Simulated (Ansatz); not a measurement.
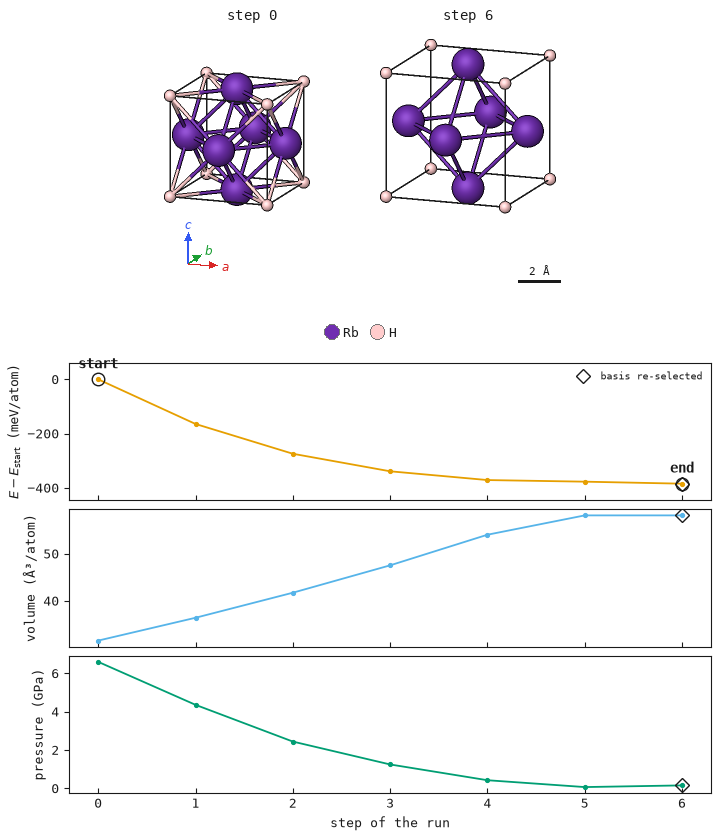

First and last geometry of a relaxation of crystalline Rb$_{3}$H (built on the Cu3Au (L1_2)_221 type) (coarse preliminary run), with the history of the run. Style: ball-and-stick. Shown: the cell of the calculation, slightly off an axis.

Case: Cu3Au (L1_2) type (Pm-3m, No. 221).

Computed with DFT PBE, scalar-relativistic, plane waves, PAW in Ansatz.

Input
```yaml
crystal:
  lattice:
    - [5.0168280199, 0.0, 0.0]
    - [0.0, 5.0168280199, 0.0]
    - [0.0, 0.0, 5.0168280199]
  atoms:
    - { symbol: Rb, position: [0.0, 0.5, 0.5] }
    - { symbol: Rb, position: [0.5, 0.0, 0.5] }
    - { symbol: Rb, position: [0.5, 0.5, 0.0] }
    - { symbol: H, position: [0.0, 0.0, 0.0] }
basis:
  ecutwfc: 420
kpoints:
  mp_grid: { grid: [4, 4, 4] }
hamiltonian:
  xc: pbe
scf:
  occupations: { method: gaussian, width: 0.1 }
  lower_state_search: "off"
output:
  forces: true
  stress: true
  eigenvalues: true
relax:
  adjacent_minimum: "off"
  f_tol: 0.04
  max_steps: 70
  cell: { stress_tol: 0.4 }
```

Launched with:
```bash
ansatz run input.yaml --threads 1 --pin off --max-ram 2560MiB --backend cpu --events-out ev --progress --plain --runs-dir out
```

### Read the history and describe the run.

It converged. No atom moves by more than 0.005 Å relative to the cell. The drawn cell changes as follows: a = b = c 5.017 → 6.150 Å (+22.6 %); the volume changes by +84.2 %. Among the contacts that change: Rb1–Rb2 3.547 → 4.348 Å, Rb1–H4 3.547 → 4.348 Å. The space group stays Pm-3m (No. 221). After 5 accepted moves (6 points after the start) the energy has fallen by 385 meV per atom. All forces vanish by symmetry, so only the cell relaxes. Pressure: 6.60 GPa at the start and 0.16 GPa at the end. The SCF was repeated once at an unchanged geometry on a basis and grid sized afresh for the cell, which shifted the energy by 7.4 meV per atom at most.

```
step  E − E(0), meV/atom  pressure, GPa  volume, Å³/atom                      note
   0                0.00           6.60           31.567                          
   1             -164.47           4.36           36.412                          
   2             -274.22           2.44           41.729                          
   3             -338.88           1.25           47.541                          
   4             -371.18           0.43           54.037                          
   5             -377.12           0.07           58.141                          
   6             -384.53           0.16           58.141  same geometry, new basis
```
